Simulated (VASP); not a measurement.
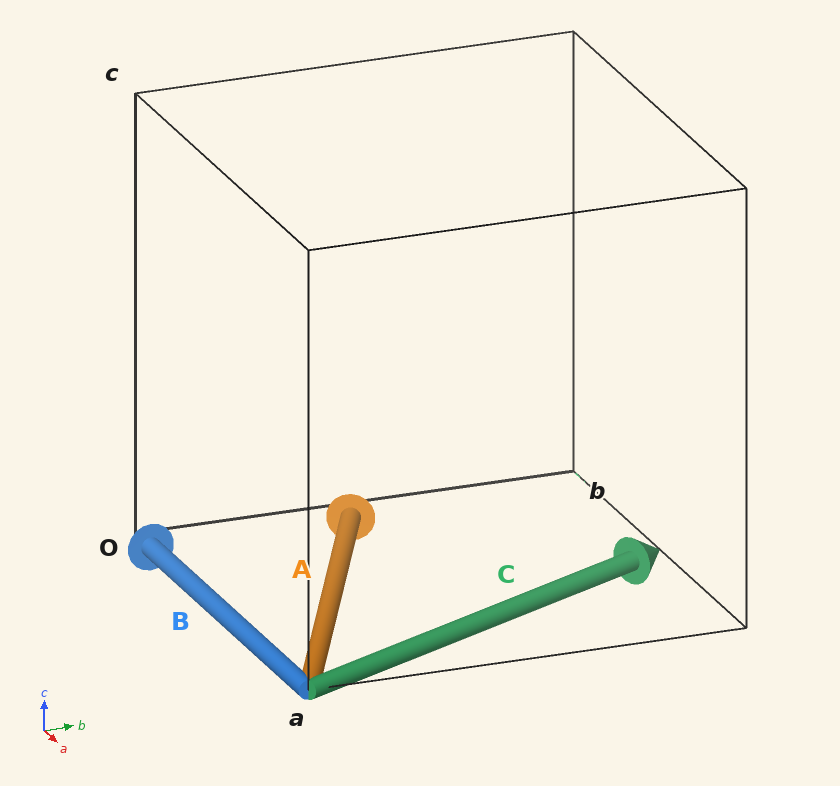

Crystal: ZnS, coordinates from a relaxation with VASP Kohn-Sham DFT of a periodic cell, PBE with D3(BJ), VASP PAW PBE potentials, recommended (VASP 6.6.1). Each arrow starts at a corner of the unit cell and ends on its surface; where a tip isn't a corner, dashed lines run from it parallel to the axes. All values are computed from the atomic coordinates in the standard setting (tolerance 0.002 Å).

a = 5.380 Å, b = 5.380 Å, c = 5.380 Å, α = 90.00°, β = 90.00°, γ = 90.00°.

Q: Index the directions.

A: Arrow A runs from (1, 0, 0) to (0, 1/2, 0), so [−2 1 0]; Arrow B runs from (1, 0, 0) to (0, 0, 0), so [−1 0 0]; Arrow C runs from (1, 0, 0) to (1/2, 1, 0), so [−1 2 0].

Q: How long is the vector ua + vb + wc in each case, and what angles do the directions make?

A: A 12.031 Å; B 5.380 Å; C 12.031 Å. A–B: 26.6°. A–C: 36.9°. B–C: 63.4°.

Q: In No. 216, F-43m, how many directions are equivalent to A (Laue class m-3m, both senses counted)?

A: 24.
